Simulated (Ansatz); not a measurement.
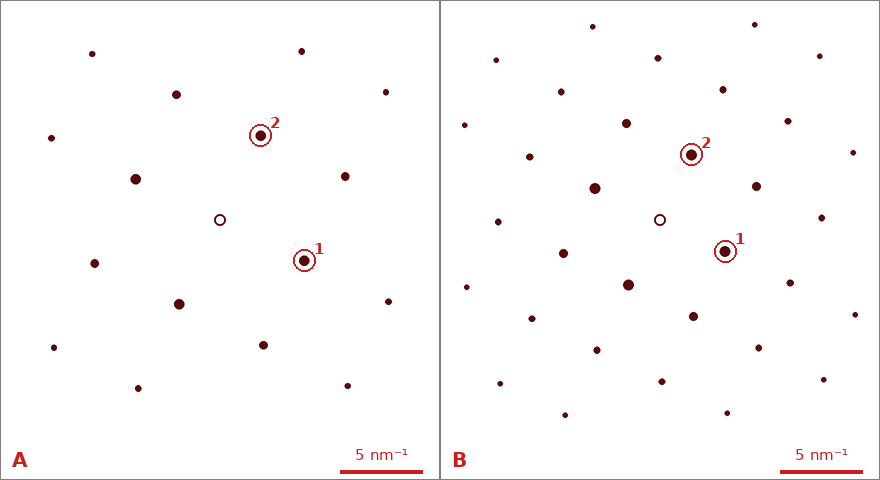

Kinematic electron diffraction patterns (300 kV, B = 0.5 Å², same scale) along [110] of the run's own cell, for the start and the end of one relaxation of Cd2S with Ansatz, DFT PBE, scalar-relativistic, plane waves, PAW. k mesh 12×12×12. The start is a generated model structure, and the relaxation ends in the nearest stationary point of its symmetry, not necessarily the ground state. Spot 1 is -1 1 -1 and spot 2 is -1 1 1 in both.

Start structure:

```yaml
crystal:
  lattice:
    - [-2.25324, 2.25324, 7.83444]
    - [2.25324, -2.25324, 7.83444]
    - [2.25324, 2.25324, -7.83444]
  atoms:
    - { symbol: Cd, position: [0.41650, 0.41650, 0.00000] }
    - { symbol: Cd, position: [0.16650, 0.66650, 0.50000] }
    - { symbol: Cd, position: [0.33350, 0.83350, 0.50000] }
    - { symbol: Cd, position: [0.58350, 0.58350, 0.00000] }
    - { symbol: S, position: [0.00000, 0.00000, 0.00000] }
    - { symbol: S, position: [0.75000, 0.25000, 0.50000] }
```

### Which pattern belongs to the start structure, and which to the relaxed one?

B is the start: its cell gives d(1) = 2.253 Å, d(2) = 2.253 Å and an angle of 90.0°. A is the relaxed structure, with d(1) = 1.740 Å (-22.8 %), d(2) = 1.740 Å (-22.8 %) and 90.0°.

### Summarise the relaxation behind the change.

The volume changed by -16.0 % to 22.27 Å³ an atom; with the mean shift removed, the atoms moved by up to 0.28 Å relative to the cell (Cd most); the space group stayed I4_1/amd (No. 141); the free energy fell by 540 meV an atom. Relaxed cell: a = 11.308 Å, b = 11.308 Å, c = 11.308 Å, α = 162.30°, β = 162.30°, γ = 25.13°.
